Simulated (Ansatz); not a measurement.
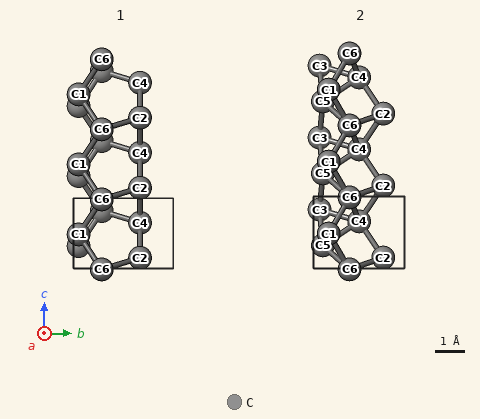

Two geometries of solid C (a generated structure, set up in P3_2) (coarse preliminary run), drawn at one scale. One is the start of a relaxation, the other its converged end. A ball-and-stick model of the cell of the calculation, repeated 1 × 1 × 3 with one cell outlined, seen along the a axis.

Theory: Ansatz, DFT PBE, scalar-relativistic, plane waves, PAW. Set-up: plane-wave cutoff 420 eV; k-point mesh 6 × 6 × 6; occupations gaussian; smearing width 0.1 eV; no spin polarisation; cell and atoms relaxed; force threshold 0.04 eV/Å; at most 70 steps.

> Which of the two is the end point?

Structure 1 is the relaxed one. The largest moves relative to the cell, 0.76 Å, are those of C1, C2 and C3. C3 goes along [1 2 0]. The volume changes by +17.0 %, with a = b 3.691 → 4.049 Å (+9.7 %), c 2.530 → 2.461 Å (−2.7 %). Some distances before and after: C4–C5 1.566 → 2.331 Å, C1–C2 1.576 → 2.331 Å, C1–C4 2.170 → 1.608 Å, C1–C5 1.559 → 1.608 Å. New bonds form: C1–C4 (2.17 → 1.61 Å), C2–C5 (2.17 → 1.61 Å), C3–C6 (2.17 → 1.61 Å). Among the angles between lasting bonds that change: C4–C3–C5 60.3° → 95.2°, C4–C3–C5 86.4° → 119.7°, C1–C5–C3 141.3° → 119.7°. The space group (tolerance 0.01 Å) goes from P3_2 (No. 145) to P6_522 (No. 179). The energy falls by 2450 meV per atom in 12 accepted moves (15 points after the start). The largest force component goes from 3.1 to 0.01 eV/Å. The pressure goes from 114.75 to 0.16 GPa. The line search rejected the trial step at point 9 of the run. At 2 points the geometry stayed and the basis and grid were re-selected for the new cell (energy shift of 13.4 meV per atom at most each time).
